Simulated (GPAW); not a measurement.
**Does Ga15CuN16 (GaN32 Cu1) carry moments in GPAW?**

Wanted: the moments of Ga15CuN16 (GaN32 Cu1) and the energy gained by spin polarisation.

Program: GPAW 26.7.0. Level of theory: PBE; plane waves with GPAW's PAW setups, scalar-relativistic. Results are calculated unless marked as measured.

**1. Set-up**

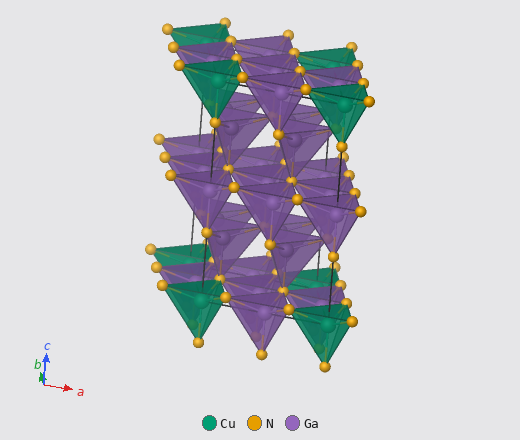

Start, viewed slightly off an axis; copper teal, nitrogen orange, gallium purple. Some periodic images of atoms are drawn too.

The cell is a made-up one and need not be a known phase.

**2. Start 1: ferro +**

Parallel moments need no larger cell; this start tests for a ferromagnetic state only.

File order1.py:

```python
import json
import numpy as np
from ase import Atoms
from ase.parallel import paropen, parprint
from gpaw import GPAW

atoms = Atoms(['Cu', 'N', 'Ga', 'N', 'Ga', 'N', 'Ga', 'N', 'Ga', 'N', 'Ga', 'N', 'Ga', 'N', 'Ga', 'N', 'Ga', 'N', 'Ga', 'N', 'Ga', 'N', 'Ga', 'N', 'Ga', 'N', 'Ga', 'N', 'Ga', 'N', 'Ga', 'N'],
    cell=[[6.378, 0.0, 0.0],
         [-3.189, 5.52351, 0.0],
         [0.0, 0.0, 10.37]],
    scaled_positions=[[0.0, 0.0, 0.0],
         [0.166667, 0.333333, 0.0615],
         [0.166667, 0.333333, 0.25],
         [0.0, 0.0, 0.3115],
         [0.0, 0.0, 0.5],
         [0.166667, 0.333333, 0.5615],
         [0.166667, 0.333333, 0.75],
         [0.0, 0.0, 0.8115],
         [0.0, 0.5, 0.0],
         [0.166667, 0.833333, 0.0615],
         [0.166667, 0.833333, 0.25],
         [0.0, 0.5, 0.3115],
         [0.0, 0.5, 0.5],
         [0.166667, 0.833333, 0.5615],
         [0.166667, 0.833333, 0.75],
         [0.0, 0.5, 0.8115],
         [0.5, 0.0, 0.0],
         [0.666667, 0.333333, 0.0615],
         [0.666667, 0.333333, 0.25],
         [0.5, 0.0, 0.3115],
         [0.5, 0.0, 0.5],
         [0.666667, 0.333333, 0.5615],
         [0.666667, 0.333333, 0.75],
         [0.5, 0.0, 0.8115],
         [0.5, 0.5, 0.0],
         [0.666667, 0.833333, 0.0615],
         [0.666667, 0.833333, 0.25],
         [0.5, 0.5, 0.3115],
         [0.5, 0.5, 0.5],
         [0.666667, 0.833333, 0.5615],
         [0.666667, 0.833333, 0.75],
         [0.5, 0.5, 0.8115]],
    pbc=True,
    magmoms=[1.0, 0.0, 0.0, 0.0, 0.0, 0.0, 0.0, 0.0, 0.0, 0.0, 0.0, 0.0, 0.0, 0.0, 0.0, 0.0, 0.0, 0.0, 0.0, 0.0, 0.0, 0.0, 0.0, 0.0, 0.0, 0.0, 0.0, 0.0, 0.0, 0.0, 0.0, 0.0])
atoms.calc = GPAW(mode={'name': 'pw', 'ecut': 600},
    xc='PBE',
    kpts={'size': (5, 5, 3), 'gamma': True},
    occupations={'name': 'fermi-dirac', 'width': 0.05},
    convergence={'density': 1e-05, 'energy': 1e-05},
    maxiter=200,
    mixer={'name': 'pulay', 'beta': 0.05, 'nmaxold': 6, 'weight': 50},
    symmetry={'tolerance': 1e-4},
    txt='order1.txt')
e = atoms.get_potential_energy(force_consistent=True)
res = {'free_energy': e, 'energy_sigma0': atoms.get_potential_energy(), 'fermi_energy': atoms.calc.get_fermi_level()}
res['moments'] = atoms.get_magnetic_moments().tolist()
res['total'] = atoms.get_magnetic_moment()
parprint('site moments (muB):', np.round(res['moments'], 3))
parprint(f"total moment: {res['total']:.3f} muB")
parprint(f'free energy: {e:.6f} eV')
atoms.calc.write('order1.gpw')
with paropen('results.json', 'w') as f:
    json.dump(res, f)
```

Command:

```
OMP_NUM_THREADS=1 mpirun -n 4 gpaw python order1.py > order1.log
```

The program printed:

```text
site moments (muB): [ 0.637  0.093  0.002  0.004 -0.001  0.008  0.002  0.092  0.002  0.093
  0.002  0.007  0.001  0.008  0.002  0.001  0.002  0.003 -0.     0.007
  0.001  0.002 -0.     0.001  0.002  0.093  0.002  0.007  0.001  0.008
  0.002  0.001]
total moment: 1.746 muB
free energy: -187.763023 eV

--- order1.txt ---
Input parameters:
  mode=PW(ecut=600),
  convergence={'density': 1e-05, 'energy': 1e-05},
  kpts=MonkhorstPack(size=(5, 5, 3), gamma=True),
  maxiter=200,
  mixer=Pulay(name='pulay', nmaxold=6, beta=0.05, weight=50, sigma=0.015, g_ss=None),
  occupations=Occupations(name='fermi-dirac', width=0.05),
  symmetry=Symmetry(tolerance=0.0001),
  xc=XC(name='PBE')

Diagonalizing LCAO Hamiltonian
Converting LCAO to pw mode

          Ga      Ga
         N       N
           NGa     NGa
          N       N
            N       N
         Ga      Ga
           Ga      Ga
         NGa     NGa
            Ga      Ga
          NN      NN

         Ga N    Ga N
           Cu      Ga

Atoms  # Å, Bohr magnetons
|    | symbol |         x |        y |        z |    initial magnetic moments |
|----|--------|-----------|----------|----------|-----------------------------|
|  0 |     Cu |  0.000000 | 0.000000 | 0.000000 | ( 0.0000,  0.0000,  1.0000) |
|  1 |      N |  0.000003 | 1.841168 | 0.637755 | ( 0.0000,  0.0000,  0.0000) |
|  2 |     Ga |  0.000003 | 1.841168 | 2.592500 | ( 0.0000,  0.0000,  0.0000) |
|  3 |      N |  0.000000 | 0.000000 | 3.230255 | ( 0.0000,  0.0000,  0.0000) |
|  4 |     Ga |  0.000000 | 0.000000 | 5.185000 | ( 0.0000,  0.0000,  0.0000) |
|  5 |      N |  0.000003 | 1.841168 | 5.822755 | ( 0.0000,  0.0000,  0.0000) |
|  6 |     Ga |  0.000003 | 1.841168 | 7.777500 | ( 0.0000,  0.0000,  0.0000) |
|  7 |      N |  0.000000 | 0.000000 | 8.415255 | ( 0.0000,  0.0000,  0.0000) |
|  8 |     Ga | -1.594500 | 2.761755 | 0.000000 | ( 0.0000,  0.0000,  0.0000) |
|  9 |      N | -1.594497 | 4.602923 | 0.637755 | ( 0.0000,  0.0000,  0.0000) |
| 10 |     Ga | -1.594497 | 4.602923 | 2.592500 | ( 0.0000,  0.0000,  0.0000) |
| 11 |      N | -1.594500 | 2.761755 | 3.230255 | ( 0.0000,  0.0000,  0.0000) |
| 12 |     Ga | -1.594500 | 2.761755 | 5.185000 | ( 0.0000,  0.0000,  0.0000) |
| 13 |      N | -1.594497 | 4.602923 | 5.822755 | ( 0.0000,  0.0000,  0.0000) |
| 14 |     Ga | -1.594497 | 4.602923 | 7.777500 | ( 0.0000,  0.0000,  0.0000) |
| 15 |      N | -1.594500 | 2.761755 | 8.415255 | ( 0.0000,  0.0000,  0.0000) |
| 16 |     Ga |  3.189000 | 0.000000 | 0.000000 | ( 0.0000,  0.0000,  0.0000) |
| 17 |      N |  3.189003 | 1.841168 | 0.637755 | ( 0.0000,  0.0000,  0.0000) |
| 18 |     Ga |  3.189003 | 1.841168 | 2.592500 | ( 0.0000,  0.0000,  0.0000) |
| 19 |      N |  3.189000 | 0.000000 | 3.230255 | ( 0.0000,  0.0000,  0.0000) |
| 20 |     Ga |  3.189000 | 0.000000 | 5.185000 | ( 0.0000,  0.0000,  0.0000) |
| 21 |      N |  3.189003 | 1.841168 | 5.822755 | ( 0.0000,  0.0000,  0.0000) |
| 22 |     Ga |  3.189003 | 1.841168 | 7.777500 | ( 0.0000,  0.0000,  0.0000) |
| 23 |      N |  3.189000 | 0.000000 | 8.415255 | ( 0.0000,  0.0000,  0.0000) |
| 24 |     Ga |  1.594500 | 2.761755 | 0.000000 | ( 0.0000,  0.0000,  0.0000) |
| 25 |      N |  1.594503 | 4.602923 | 0.637755 | ( 0.0000,  0.0000,  0.0000) |
| 26 |     Ga |  1.594503 | 4.602923 | 2.592500 | ( 0.0000,  0.0000,  0.0000) |
| 27 |      N |  1.594500 | 2.761755 | 3.230255 | ( 0.0000,  0.0000,  0.0000) |
| 28 |     Ga |  1.594500 | 2.761755 | 5.185000 | ( 0.0000,  0.0000,  0.0000) |
| 29 |      N |  1.594503 | 4.602923 | 5.822755 | ( 0.0000,  0.0000,  0.0000) |
| 30 |     Ga |  1.594503 | 4.602923 | 7.777500 | ( 0.0000,  0.0000,  0.0000) |
| 31 |      N |  1.594500 | 2.761755 | 8.415255 | ( 0.0000,  0.0000,  0.0000) |

Unit cell  # Å
| periodic |         x |        y |         z |   lengths |     angles |
|----------|-----------|----------|-----------|-----------|------------|
|      yes |  6.378000 | 0.000000 |  0.000000 |  6.378000 |  90.000000 |
|      yes | -3.189000 | 5.523510 |  0.000000 |  6.378000 |  90.000000 |
|      yes |  0.000000 | 0.000000 | 10.370000 | 10.370000 | 120.000000 |

Number of symmetries: 6

BZ-sampling:
  Number of BZ points: 75
  Number of IBZ points: 12

  Monkhorst-Pack size: [5, 5, 3]
  Monkhorst-Pack shift: [0, 0, 0]

K-points  # in reciprocal-cell coordinates
|     |                                coordinates |     weight |
|-----|--------------------------------------------|------------|
|   0 | (  0.00000000,   0.00000000,   0.00000000) | 0.01333333 |
|   1 | (  0.00000000,   0.00000000,   0.33333333) | 0.02666667 |
|   2 | (  0.20000000,   0.00000000,  -0.33333333) | 0.08000000 |
|   3 | (  0.20000000,   0.00000000,   0.00000000) | 0.08000000 |
|   4 | (  0.20000000,   0.00000000,   0.33333333) | 0.08000000 |
|   5 | (  0.40000000,  -0.20000000,   0.00000000) | 0.08000000 |
|   6 | (  0.40000000,  -0.20000000,   0.33333333) | 0.16000000 |
|   7 | (  0.40000000,   0.00000000,  -0.33333333) | 0.08000000 |
|   8 | (  0.40000000,   0.00000000,   0.00000000) | 0.08000000 |
|   9 | (  0.40000000,   0.00000000,   0.33333333) | 0.08000000 |
| ... |                                            |            |
|  11 | (  0.40000000,   0.40000000,   0.33333333) | 0.16000000 |

Plane wave coefficients: 12263
Cutoff: 600.0 eV

Spin-components: 2 (collinear spins)
Bands:           87
Projectors:      161
Spin-degeneracy: 1
Datatype:        complex128

Parallelization:
  kpt:    4
  domain: 1
  band:   1

Density:
  Valence electrons: 136.0
  Components: 2
  Grid points: [40 40 60]
  Charge: 0.0  # |e|

Potential:
  Grid points: [40 40 60]

species:
  Cu:
    name:    Copper
    Z:       29.0
    valence: 11
    core:    18
    charge:  0.0  # [|e|]
    compensation charges:
      type: gauss
      rc: 0.33  # [Å]
      lmax: 2
    cutoffs:
      filter: 2.06  # [Å]
      core: 2.43  # [Å]
    projectors
    | kind |    occ | energy [eV] | rcut [Å] |
    |------|--------|-------------|----------|
    |   4s |  1.000 |      -4.609 |    1.164 |
    |   4p |  0.000 |      -0.698 |    1.164 |
    |   3d | 10.000 |      -5.039 |    1.058 |
    |    s |        |      22.603 |    1.164 |
    |    p |        |      26.513 |    1.164 |
    |    d |        |      22.172 |    1.058 |

    Using partial waves for Cu as LCAO basis

  N:
    name:    Nitrogen
    Z:       7.0
    valence: 5
    core:    2
    charge:  0.0  # [|e|]
    compensation charges:
      type: gauss
      rc: 0.18  # [Å]
      lmax: 2
    cutoffs:
      filter: 1.11  # [Å]
      core: 0.96  # [Å]
    projectors
    | kind |    occ | energy [eV] | rcut [Å] |
    |------|--------|-------------|----------|
    |   2s |  2.000 |     -18.583 |    0.603 |
    |   2p |  3.000 |      -7.089 |    0.529 |
    |    s |        |       8.629 |    0.603 |
    |    p |        |      20.123 |    0.529 |
    |    d |        |       0.000 |    0.577 |

    Using partial waves for N as LCAO basis

  Ga:
    name:    Gallium
    Z:       31.0
    valence: 3
    core:    28
    charge:  0.0  # [|e|]
    compensation charges:
      type: gauss
      rc: 0.37  # [Å]
      lmax: 2
    cutoffs:
      filter: 2.06  # [Å]
      core: 4.17  # [Å]
    projectors
    | kind |    occ | energy [eV] | rcut [Å] |
    |------|--------|-------------|----------|
    |   4s |  2.000 |      -8.945 |    1.164 |
    |   4p |  1.000 |      -2.580 |    1.164 |
    |    s |        |      18.266 |    1.164 |
    |    p |        |      24.631 |    1.164 |
    |    d |        |       0.000 |    1.164 |

    Using partial waves for Ga as LCAO basis

Reference energy: -861999.068843  # eV

eigensolver:
  PPCG
  Converge bands: occupied
  niter=2

density mixing:
  Pulay-Mixer
  Linear mixing parameters: 0.05
  Old densities: 6
  Fourier metric: weight=50, sigma=0.015

occupation numbers:
  Fermi-Dirac:
    width: 0.0500  # eV

poisson solver:
  ecut: 4800.0  # eV

xc functional:
  name: PBE with 2 nearest neighbor stencil

convergence criteria:
- Maximum integral of absolute [dens]ity change: 1e-05 electrons / valence electron
- Maximum [total energy] change in last 3 cyles: 1e-05 eV / valence electron
- Maximum integral of absolute [eigenst]ate change: 4e-08 eV^2 / valence electron
maximum number of iterations: 200

SCF iterations
|iter     |      energy | eigst |  dens |  magmom |
|---------|-------------|-------|-------|---------|
|iter:   1|       0s | -221.171832 | +0.06 |       |  +0.9902|
|iter:   2|      15s | -208.420124 | -0.84 | -0.56 |  +1.0204|
|iter:   3|      31s | -197.169659 | -0.71 | -0.62 |  +1.0543|
|iter:   4|      47s | -188.913344 | -0.37 | -0.76 |  +1.0578|
|iter:   5|      63s | -187.934387 | -1.22 | -1.08 |  +1.0192|
|iter:   6|      78s | -187.894239 | -1.74 | -1.19 |  +0.9733|
|iter:   7|      94s | -187.741115 | -1.86 | -1.27 |  +1.0105|
|iter:   8|     110s | -187.753757 | -2.19 | -1.47 |  +1.0000|
|iter:   9|     125s | -187.715438 | -2.89 | -1.86 |  +1.0393|
|iter:  10|     141s | -187.716072 | -3.57 | -2.24 |  +1.0681|
[... 20 iterations left out ...]
|iter:  31|     472s | -187.741314c| -6.47 | -3.92 |  +1.7381|
|iter:  32|     488s | -187.741338c| -7.34 | -4.12 |  +1.7401|
|iter:  33|     504s | -187.741364c| -7.51c| -4.27 |  +1.7420|
|iter:  34|     520s | -187.741391c| -7.58c| -4.43 |  +1.7440|
|iter:  35|     536s | -187.741424c| -7.67c| -4.50 |  +1.7464|
|iter:  36|     544s | -187.741423c| -8.36c| -4.58 |  +1.7463|
|iter:  37|     552s | -187.741409c| -7.77c| -4.61 |  +1.7452|
|iter:  38|     560s | -187.741410c| -8.19c| -4.73 |  +1.7453|
|iter:  39|     568s | -187.741417c| -8.39c| -4.94 |  +1.7458|
|iter:  40|     576s | -187.741416c| -8.84c| -5.11c|  +1.7457|

Converged in 40 steps
Energy contributions relative to reference atoms: (reference = -861999.068843)

Energy contributions:
  Kinetic:         487.483694
  Coulomb:        -425.636050
  Zero:              0.939241
  External:          0.000000
  Xc:             -250.506695
  Entropy:          -0.043212
  Spinorbit:         0.000000
  ----------------------------
  Free energy:    -187.763023
  Extrapolated:   -187.741416

dipole moment: (-79.724200, -99.163214, -113.956844)  # |e|*Ang

Total magnetic moment: (0.000000, 0.000000, 1.745719)

Local magnetic moments
|        x |        y |         z |
|----------|----------|-----------|
| 0.000000 | 0.000000 |  0.637300 |  # Cu   0
| 0.000000 | 0.000000 |  0.093280 |  # N    1
| 0.000000 | 0.000000 |  0.002459 |  # Ga   2
| 0.000000 | 0.000000 |  0.003869 |  # N    3
| 0.000000 | 0.000000 | -0.000918 |  # Ga   4
| 0.000000 | 0.000000 |  0.007903 |  # N    5
| 0.000000 | 0.000000 |  0.001800 |  # Ga   6
| 0.000000 | 0.000000 |  0.091868 |  # N    7
| 0.000000 | 0.000000 |  0.001810 |  # Ga   8
| 0.000000 | 0.000000 |  0.093280 |  # N    9
| 0.000000 | 0.000000 |  0.002459 |  # Ga  10
| 0.000000 | 0.000000 |  0.006904 |  # N   11
| 0.000000 | 0.000000 |  0.000799 |  # Ga  12
| 0.000000 | 0.000000 |  0.007903 |  # N   13
| 0.000000 | 0.000000 |  0.001800 |  # Ga  14
| 0.000000 | 0.000000 |  0.001457 |  # N   15
[...]
| 0.000000 | 0.000000 | -0.000088 |  # Ga  22
| 0.000000 | 0.000000 |  0.001457 |  # N   23
| 0.000000 | 0.000000 |  0.001810 |  # Ga  24
| 0.000000 | 0.000000 |  0.093280 |  # N   25
| 0.000000 | 0.000000 |  0.002459 |  # Ga  26
| 0.000000 | 0.000000 |  0.006904 |  # N   27
| 0.000000 | 0.000000 |  0.000799 |  # Ga  28
| 0.000000 | 0.000000 |  0.007903 |  # N   29
| 0.000000 | 0.000000 |  0.001800 |  # Ga  30
| 0.000000 | 0.000000 |  0.001457 |  # N   31

Fermi level: 6.808
Eigenvalues  # (at kpt = [0.000, 0.000, 0.000])
| band index |      eig [eV] | occ [0-1] |      eig [eV] | occ [0-1] |
|------------|---------------|-----------|---------------|-----------|
|          0 |        -9.572 |     1.000 |        -9.523 |     1.000 |
|        ... |               |           |               |           |
|         59 |         5.384 |     1.000 |         5.653 |     1.000 |
|         60 |         5.562 |     1.000 |         5.653 |     1.000 |
|         61 |         5.562 |     1.000 |         5.710 |     1.000 |
|         62 |         5.842 |     1.000 |         5.913 |     1.000 |
|         63 |         5.842 |     1.000 |         5.913 |     1.000 |
|         64 |         6.099 |     1.000 |         6.169 |     1.000 |
|         65 |         6.099 |     1.000 |         6.169 |     1.000 |
|         66 |         6.586 |     0.988 |         6.979 |     0.032 |
|         67 |         6.861 |     0.257 |         7.375 |     0.000 |
|         68 |         6.861 |     0.257 |         7.375 |     0.000 |
|         69 |         8.413 |     0.000 |         8.454 |     0.000 |
|         70 |        10.638 |     0.000 |        10.660 |     0.000 |
|         71 |        10.696 |     0.000 |        10.729 |     0.000 |
|         72 |        10.804 |     0.000 |        10.820 |     0.000 |
|         73 |        10.850 |     0.000 |        10.860 |     0.000 |
|        ... |               |           |               |           |
|         86 |        12.694 |     0.000 |        12.743 |     0.000 |

No gap
No difference between direct/indirect transitions
```

Run time: 10 min. Hardware: 4 MPI ranks of Arm Neoverse V2, shared host; peak memory 2.3 GiB; 40 min of CPU time.

Spin moment in the augmentation sphere by element, in μB:

```csv
element,atoms,mean,spread (r.m.s.),least,largest
Cu,1,0.637,0.000,0.637,0.637
N,16,0.027,0.038,0.001,0.093
Ga,15,0.001,0.001,-0.001,0.002
```

The atoms farthest from the mean of their element:

```csv
atom,"x, y, z (Å)",spin moment in the augmentation sphere (μB)
N2,"0.00, 1.84, 0.64",0.093
N10,"-1.59, 4.60, 0.64",0.093
N26,"1.59, 4.60, 0.64",0.093
N8,"0.00, 0.00, 8.42",0.092
N24,"3.19, 0.00, 8.42",0.001
N32,"1.59, 2.76, 8.42",0.001
N16,"-1.59, 2.76, 8.42",0.001
N22,"3.19, 1.84, 5.82",0.002
```

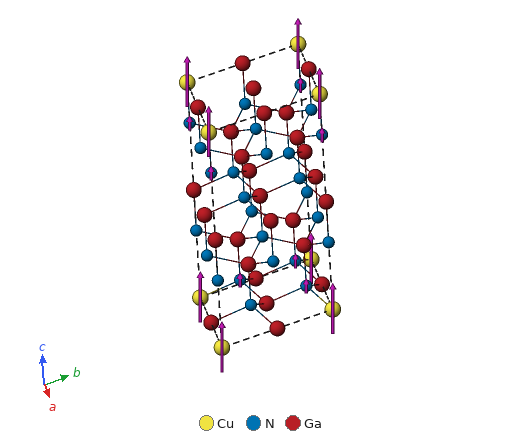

Spin moment in the augmentation sphere as arrows, the longest 0.637 μB. Up and down stand for the sign. Arrows give size and sign along the axis of quantisation, drawn up and down the page. Each arrow also spans its atom, so small moments look longer than they are. Bonds to atoms that aren't drawn are left out. Some periodic images of atoms are drawn too.

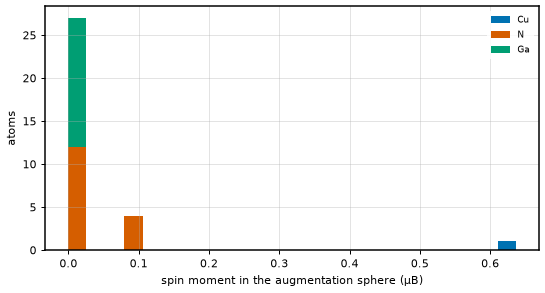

Spin moment in the augmentation sphere as a stacked histogram.

Numbers from this step:

```
magnetization : 1.746 μB
final state   : ferromagnetic
```

After 40 cycles the largest moment stands at 0.637 μB.

[end of part 1 of 2]

[Logs and program files are shortened in this print: banners, set-up blocks, solver, clock and traceback lines can be left out without a mark of their own.]

[Logs are printed without paths, hosts, clocks, repeated set-up lines and the standing remarks that a program may print on its own settings, such as how far it seeks lower states.]

[Hosts, paths, dates, database ids (printed as entryN), source tags and the programs' standing remarks are cut or masked in the printed files.]

[Where a cell is said to come from a database of computed structures, the database is the Materials Project.]
